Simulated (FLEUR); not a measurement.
**free-standing square Co monolayer, spacing 2.8 A: which magnetic order is lowest**

Aim: find out whether free-standing square Co monolayer, spacing 2.8 A carries moments, and which collinear order costs least.

Method: LDA (VWN); all-electron FLAPW film, Dirac cores, scalar-relativistic bands, in FLEUR MaX-R8.1.

**1. Starting point**

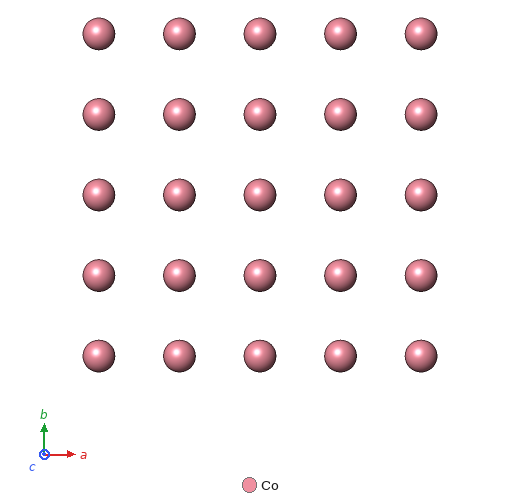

The cell as given, from above (cobalt pink). 4×4×1 cells are drawn. Some periodic images of atoms are drawn too.

The cell holds 1 atom: 1 Co. Its edges and angles: a = 2.800 Å, b = 2.800 Å, c = 14.000 Å, α = 90.0°, β = 90.0°, γ = 90.0°. Model lattice. Vacuum lies along c.

Structure file:

```cif
data_structure
_symmetry_space_group_name_H-M 'P 1'
_symmetry_Int_Tables_number 1
_cell_length_a 2.8000
_cell_length_b 2.8000
_cell_length_c 14.0000
_cell_angle_alpha 90.000
_cell_angle_beta 90.000
_cell_angle_gamma 90.000
_cell_volume 109.76
loop_
_atom_site_label
_atom_site_type_symbol
_atom_site_fract_x
_atom_site_fract_y
_atom_site_fract_z
_atom_site_occupancy
Co1 Co 0.00000 0.00000 0.50000 1
```

**2. Run 1 (ferro +)**

The parallel start comes first: it shows whether parallel moments hold.

inpgen writes inp.xml from crystal.txt; cutoffs, mixing, functional, smearing and local orbitals are then set in the file. The k list default-1 (kpts.xml, not shown) is a Γ-centred 10×10×1 mesh; where the ranks do not divide the number of points, some are split in two of half the weight.

Input file inp.xml:

```
<?xml version="1.0" encoding="UTF-8" standalone="no"?>
<fleurInput fleurInputVersion="0.39">
   <comment>
      Co
   </comment>
   <calculationSetup>
      <cutoffs Kmax="3.6" Gmax="10.8" GmaxXC="10.8" numbands="0"/>
      <scfLoop itmax="120" minDistance="0.00002" maxIterBroyd="15" imix="Anderson" alpha="0.03" precondParam="0.0" spinf="2.0" sdNocoIR="T"/>
      <coreElectrons ctail="T" frcor="F" kcrel="0" coretail_lmax="0"/>
      <xcFunctional name="vwn" relativisticCorrections="F"/>
      <magnetism jspins="2"/>
      <soc l_soc="F" theta="0.0" phi="0.0" spav="F"/>
      <expertModes spex="0" secvar="F"/>
      <geometryOptimization l_f="F" forcealpha="1.0" forcemix="BFGS" epsdisp="0.00001" epsforce="0.00001"/>
      <ldaU l_linMix="F" mixParam="0.05" spinf="1.0"/>
   </calculationSetup>
   <cell>
      <bzIntegration valenceElectrons="17.0" mode="hist" fermiSmearingEnergy="0.00183747">
         <kPointListSelection listName="default-1"/>
         <xi:include xmlns:xi="http://www.w3.org/2001/XInclude" href="kpts.xml"> </xi:include>
      </bzIntegration>
      <xi:include xmlns:xi="http://www.w3.org/2001/XInclude" href="sym.xml"> </xi:include>
      <filmLattice scale="1.0" dVac="5.82" dTilda="8.32">
         <bravaisMatrixFilm>
            <row-1>    5.2912331488799991     0.0000000000000000</row-1>
            <row-2>    0.0000000000000000     5.2912331488799991</row-2>
         </bravaisMatrixFilm>
         <vacuumEnergyParameters vacuum="1" spinUp="-.25" spinDown="-.25"/>
      </filmLattice>
   </cell>
   <atomSpecies>
      <species name="Cobalt (Co2.000" element="Co" atomicNumber="27">
         <mtSphere radius="2.51" gridPoints="829" logIncrement="0.015"/>
         <atomicCutoffs lmax="10" lnonsphr="8"/>
         <electronConfig flipSpins="F">
            <coreConfig>(1s1/2) (2s1/2) (2p1/2) (2p3/2)</coreConfig>
            <valenceConfig>(3s1/2) (3p1/2) (3p3/2) (4s1/2) (3d3/2) (3d5/2)</valenceConfig>
            <stateOccupation state="(3d3/2)" spinUp="1.5" spinDown="1.3"/>
            <stateOccupation state="(3d5/2)" spinUp="3.0" spinDown="1.2"/>
         </electronConfig>
         <energyParameters s="4" p="4" d="3" f="4"/>
         <lo type="SCLO" l="0" n="3" eDeriv="0"/>
         <lo type="SCLO" l="1" n="3" eDeriv="0"/>
      </species>
   </atomSpecies>
   <atomGroups>
      <atomGroup species="Cobalt (Co2.000">
         <filmPos label="                   1">.0000000000 .0000000000 .0000000000</filmPos>
         <force calculate="T" relaxXYZ="TTT"/>
      </atomGroup>
   </atomGroups>
   <output dos="F" band="F" slice="F">
      <bandDOS minEnergy="-.5*Htr" maxEnergy="0.5*Htr" sigma="0.015" storeEVData="T"/>
      <plotting iplot="0" polar="F">
         <plot TwoD="T" vec1="  1.0  0.0  0.0" vec2="  0.0  1.0  0.0" vec3="  0.0  0.0  1.0" zero="  0.0  0.0 -0.5" file="plot"/>
      </plotting>
      <moessbauerParams electricFieldGradient="F" isomerShift="F" coreHyperfine="F" valenceHyperfine="F"/>
   </output>
</fleurInput>
```

Input file crystal.txt:

```
Co
&input film=T cartesian=F /
2.80000000000  0.00000000000  0.00000000000
0.00000000000  2.80000000000  0.00000000000
0.00000000000  0.00000000000  1.00000000000
1.8897261246
1.0 1.0 1.0

1
27 0.00000000000  0.00000000000  0.00000000000 : 2.000

&kpt div1=10 div2=10 div3=1 gamma=T /
```

On the command line:

```console
$ OMP_NUM_THREADS=1 inpgen -f crystal.txt > inpgen.log  # inp.xml is then edited as shown
$ OMP_NUM_THREADS=1 mpirun -n 2 fleur_MPI > fleur.log
```

Output:

```text
Welcome to FLEUR        (www.flapw.de)
      MaX-Release 8.1          (www.max-centre.eu)

 ========== k-point set info ==========
 Selected k-point list: default-1
 k-point list type: mesh
 0 x 0 x 0
 Number of k points: 22

 ------------Calculation Setup---------------------------
 Number of MPI-tasks      :            2
 Number of PE/node        :            2
 Number of OMP-threads    :            1
 k-points in parallel     :            2
 pe's per k-point         :            1
 No of k-point loops      :           11
 Eigenvalue solver        :       lapack
 Number of basis functions:          206
 Approximate size of matrices (H+S) per k-point:         0.001 GB
 --------------------------------------------------------
 Iteration:     1   Distance:      20.86818864 me/bohr^3
 Iteration:     2   Distance:      16.65436801 me/bohr^3
 Iteration:     3   Distance:       6.79168417 me/bohr^3
 Iteration:     4   Distance:       6.56086630 me/bohr^3
 Iteration:     5   Distance:       5.04031408 me/bohr^3
 Iteration:     6   Distance:       3.92470537 me/bohr^3
 Iteration:     7   Distance:       3.13000481 me/bohr^3
 Iteration:     8   Distance:       1.55621053 me/bohr^3
 Iteration:     9   Distance:       1.48198998 me/bohr^3
 Iteration:    10   Distance:       0.68188340 me/bohr^3
 Iteration:    11   Distance:       0.59943823 me/bohr^3
 Iteration:    12   Distance:       0.06804443 me/bohr^3
 Iteration:    13   Distance:       0.12927752 me/bohr^3
 Iteration:    14   Distance:       0.01418856 me/bohr^3
 Iteration:    15   Distance:       0.00683060 me/bohr^3
 Iteration:    16   Distance:       0.00676248 me/bohr^3
 Iteration:    17   Distance:       0.00573019 me/bohr^3
 Iteration:    18   Distance:       0.00361495 me/bohr^3
 Iteration:    19   Distance:       0.00072820 me/bohr^3
 Iteration:    20   Distance:       0.00072277 me/bohr^3
 Iteration:    21   Distance:       0.00029989 me/bohr^3
 Iteration:    22   Distance:       0.00007686 me/bohr^3
 Iteration:    23   Distance:       0.00007114 me/bohr^3
 Iteration:    24   Distance:       0.00000503 me/bohr^3

 ********************************************************************
 Run finished successfully
 Stop message:
   all done
 ********************************************************************

--- out.xml (last complete iteration) ---
<iteration numberForCurrentRun="   24" overallNumber="   24">
         <energyParameters units="Htr">
            <atomicEP atomType="1" spin="1" branch="4s" branchLowest="-3.68" branchHighest="0.81" value="-0.2308919973"/>
            <atomicEP atomType="1" spin="1" branch="4p" branchLowest="-2.34" branchHighest="1.33" value="-0.0746307596"/>
            <atomicEP atomType="1" spin="1" branch="3d" branchLowest="-9.99" branchHighest="-0.19" value="-0.2580682091"/>
            <atomicEP atomType="1" spin="1" branch="4f" branchLowest="-9.99" branchHighest="2.58" value="0.2567090180"/>
            <loAtomicEP atomType="1" spin="1" branch="3s" branchLowest="-32.87" branchHighest="-3.68" value="-3.6803772211"/>
            <loAtomicEP atomType="1" spin="1" branch="3p" branchLowest="-28.17" branchHighest="-2.34" value="-2.3461726960"/>
            <vacuumEP vacuum="1" spin="1" vzIR="-0.2127594760" vzInf="-0.0000234857" value="-0.2500234857"/>
            <atomicEP atomType="1" spin="2" branch="4s" branchLowest="-3.59" branchHighest="0.85" value="-0.2152039655"/>
            <atomicEP atomType="1" spin="2" branch="4p" branchLowest="-2.25" branchHighest="1.38" value="-0.0636060190"/>
            <atomicEP atomType="1" spin="2" branch="3d" branchLowest="-9.99" branchHighest="-0.11" value="-0.1872055174"/>
            <atomicEP atomType="1" spin="2" branch="4f" branchLowest="-9.99" branchHighest="2.62" value="0.2641720527"/>
            <loAtomicEP atomType="1" spin="2" branch="3s" branchLowest="-32.82" branchHighest="-3.59" value="-3.5935513004"/>
            <loAtomicEP atomType="1" spin="2" branch="3p" branchLowest="-28.14" branchHighest="-2.25" value="-2.2617928036"/>
            <vacuumEP vacuum="1" spin="2" vzIR="-0.2121048813" vzInf="-0.0000234857" value="-0.2500234857"/>
         </energyParameters>
         <bandgap value="0.0038957397" units="eV"/>
         <sumValenceSingleParticleEnergies value="-23.2699352198" units="Htr"/>
         <FermiEnergy value="-0.1834698373" units="Htr"/>
         <valenceDensity>
            <mtCharges spin="1">
               <mtCharge atomType="1" total="9.0298627" s="1.2502499" p="3.0726400" d="4.7031771" f="0.0027874"/>
            </mtCharges>
            <mtCharges spin="2">
               <mtCharge atomType="1" total="6.8332031" s="1.2151068" p="3.0669318" d="2.5481368" f="0.0022092"/>
            </mtCharges>
            <spinDependentCharge spin="1" total="9.5999747" interstitial="0.4960410" mtSpheres="9.0298627" vacuum1="0.0370355"/>
            <spinDependentCharge spin="2" total="7.4000255" interstitial="0.4887716" mtSpheres="6.8332031" vacuum1="0.0390254"/>
            <totalCharge value="17.0000001570"/>
         </valenceDensity>
         <coreStates atomType="     1" atomicNumber=" 27" spin="1" kinEnergy="    622.9556494671" eigValSum="   -395.6800367051" lostElectrons=" 0.000000">
            <state n="1" l="0" j="0.5" energy="-278.2814191603" weight="1.0000000000"/>
            <state n="2" l="0" j="0.5" energy="-32.8685708871" weight="1.0000000000"/>
            <state n="2" l="1" j="0.5" energy="-28.5387604406" weight="1.0000000000"/>
            <state n="2" l="1" j="1.5" energy="-27.9956431086" weight="2.0000000000"/>
         </coreStates>
         <coreStates atomType="     1" atomicNumber=" 27" spin="2" kinEnergy="    623.3504373831" eigValSum="   -395.5319473745" lostElectrons=" 0.000000">
            <state n="1" l="0" j="0.5" energy="-278.2808562100" weight="1.0000000000"/>
            <state n="2" l="0" j="0.5" energy="-32.8240679500" weight="1.0000000000"/>
            <state n="2" l="1" j="0.5" energy="-28.5050455490" weight="1.0000000000"/>
            <state n="2" l="1" j="1.5" energy="-27.9609888328" weight="2.0000000000"/>
         </coreStates>
         <allElectronCharges>
            <spinDependentCharge spin="1" total="14.5999747" interstitial="0.4960410" mtSpheres="14.0298627" vacuum1="0.0370355"/>
            <spinDependentCharge spin="2" total="12.4000255" interstitial="0.4887716" mtSpheres="11.8332031" vacuum1="0.0390254"/>
            <totalCharge value="27.0000001571"/>
         </allElectronCharges>
         <magneticMomentsInMTSpheres units="muBohr">
            <globalMagMoment atomType="1" vec="0.00000   0.00000   2.19666"/>
            <localMagMoment atomType="1" vec="0.00000   0.00000   2.19666"/>
         </magneticMomentsInMTSpheres>
         <moessbauerParams unitsHFF="kG" unitsIS="e/bohr^3" unitsEFG="Htr/bohr^2">
         </moessbauerParams>
         <totalEnergy value="    -1391.0295255315" units="Htr">
            <sumOfEigenvalues value="     -814.4819192994">
               <coreElectrons value="-791.2119840796"/>
               <valenceElectrons value="-23.2699352198"/>
            </sumOfEigenvalues>
            <densityCoulombPotentialIntegral value="-2149.5005928675"/>
            <densityEffectivePotentialIntegral value="-2225.1935027412"/>
            <chargeDenXCDenIntegral value="-57.1776542445"/>
            <FockExchangeEnergyValence value="0.0000000000"/>
            <FockExchangeEnergyCore value="0.0000000000"/>
            <atomTypeDependentContributions atomType="1">
               <electronNucleiInteractionDifferentMTs value="1665.2957101932"/>
               <MadelungTerm value="-4.5174481019"/>
            </atomTypeDependentContributions>
            <tkbTimesEntropy value="0.0011778215"/>
            <freeEnergy value="-1391.0307033529"/>
            <extrapolationTo0K value="-1391.0301144422"/>
         </totalEnergy>
         <densityConvergence units="me/bohr^3">
            <chargeDensity spin="1" distance="0.0000018550"/>
            <chargeDensity spin="2" distance="0.0000038724"/>
            <overallChargeDensity distance="0.0000033993"/>
            <spinDensity distance="0.0000050316"/>
         </densityConvergence>
      </iteration>
```

Run time: 16 s. Hardware: 2 MPI ranks of Arm Neoverse V1, shared host; peak memory 0.12 GiB.

Spin moment in the muffin-tin sphere by atom:

| atom | spin moment in the muffin-tin sphere (μB) |
| --- | --- |
| Co1 | 2.20 |

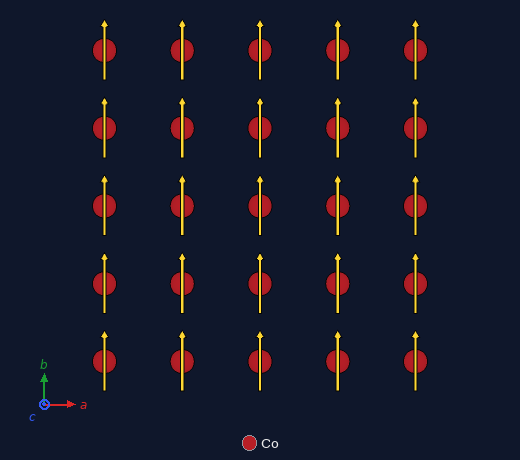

Spin moment in the muffin-tin sphere as arrows, the longest 2.20 μB. Up and down stand for the sign. Arrows give size and sign along the axis of quantisation, drawn up and down the page. 4×4×1 cells are drawn. Some periodic images of atoms are drawn too.

Numbers from this step:

- free energy: -37851.8737 eV
- program's band gap on this mesh (in a metal only a level spacing): 0.003896 eV
- magnetization: 2.200 μB
- final state: ferromagnetic

After 24 cycles the largest moment stands at 2.20 μB.

[end of part 1 of 2]

[Logs and program files are shortened in this print: banners, set-up blocks, solver, clock and traceback lines can be left out without a mark of their own.]

[Logs are printed without paths, hosts, clocks, repeated set-up lines and the standing remarks that a program may print on its own settings, such as how far it seeks lower states.]

[Hosts, paths, dates, database ids (printed as entryN), source tags and the programs' standing remarks are cut or masked in the printed files.]

[Where a cell is said to come from a database of computed structures, the database is the Materials Project.]
